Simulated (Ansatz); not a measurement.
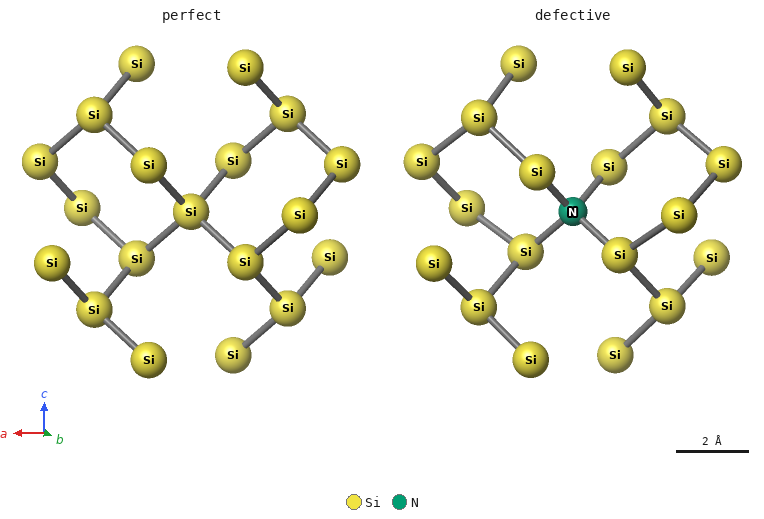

Left: perfect Si. Right: the same region with one point defect, after relaxing the atoms in a supercell of 64 sites. A ball-and-stick model of the atoms within 4.6 Å of one point, in a slice 5.0 Å thick across the line of sight, seen from a free direction.

Theory: DFT, PBEsol, PAW, plane waves in Ansatz 0.2.0. Set-up: plane-wave cutoff 420 eV; k-point mesh 1 × 1 × 1; mesh shifted by (0.25, 0.25, 0.25); collinear spin. Fermi-Dirac smearing of 0.01 eV. The axes drawn are those of the host's conventional cell.

**What kind of defect was made?**

A silicon atom is replaced by nitrogen.

The charge state of the cell is 0.

**How does the lattice respond?**

In the host the Si atom has 4 Si at 2.35 Å; the N atom ends with 4 Si at 2.00 to 2.03 Å. Of the host's atoms, a silicon atom moves furthest from its site, by 0.34 Å. The cell's net moment is 1.00 μB.
